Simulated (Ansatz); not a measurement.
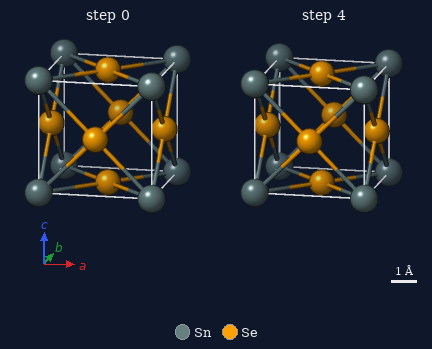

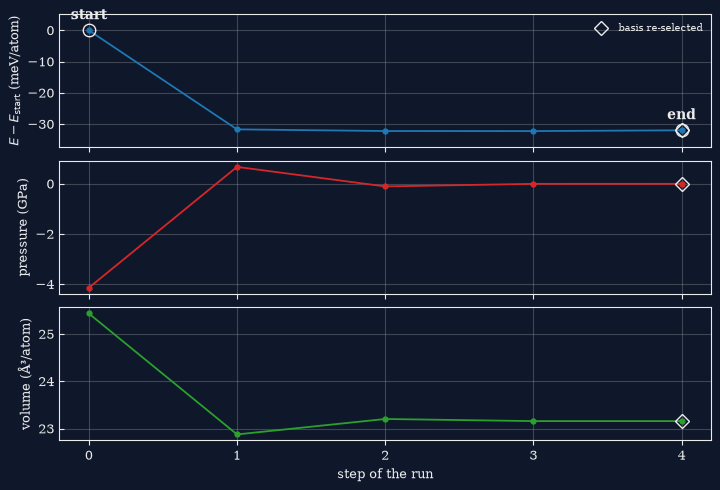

First and last geometry of a relaxation of a crystal of SnSe3 (built on the Cu3Au (L1_2)_221 type), with the history of the run. A ball-and-stick model of the cell of the calculation, seen slightly off an axis.

Case: Cu3Au (L1_2) type (Pm-3m, No. 221).

The calculation used DFT PBE, scalar-relativistic, plane waves, PAW (Ansatz). (plane-wave cutoff 420 eV; k-point mesh 10 × 10 × 10; occupations gaussian; smearing width 0.1 eV; no spin polarisation; cell and atoms relaxed; force threshold 0.01 eV/Å; at most 80 steps)

Did the run converge, and what did it change?

Answer. It converged. The atoms keep their places relative to the cell (all moves are under 0.005 Å). Cell: a = b = c 4.668 → 4.525 Å (−3.1 %). Volume −8.9 %. Near-neighbour distances that change, for instance: Se–Sn 3.301 → 3.199 Å. The space group stays Pm-3m (No. 221). After 3 accepted moves (4 points after the start) the energy has fallen by 32.0 meV per atom. All forces vanish by symmetry, so only the cell relaxes. Pressure: −4.15 GPa at the start and 0.00 GPa at the end. The SCF was repeated once at an unchanged geometry on a basis and grid sized afresh for the cell, which shifted the energy by 0.3 meV per atom at most. The run took 16 s on 1 thread of AMD EPYC 9R45 96-Core Processor (Zen 5), with other jobs on the host, peak memory 0.54 GiB.
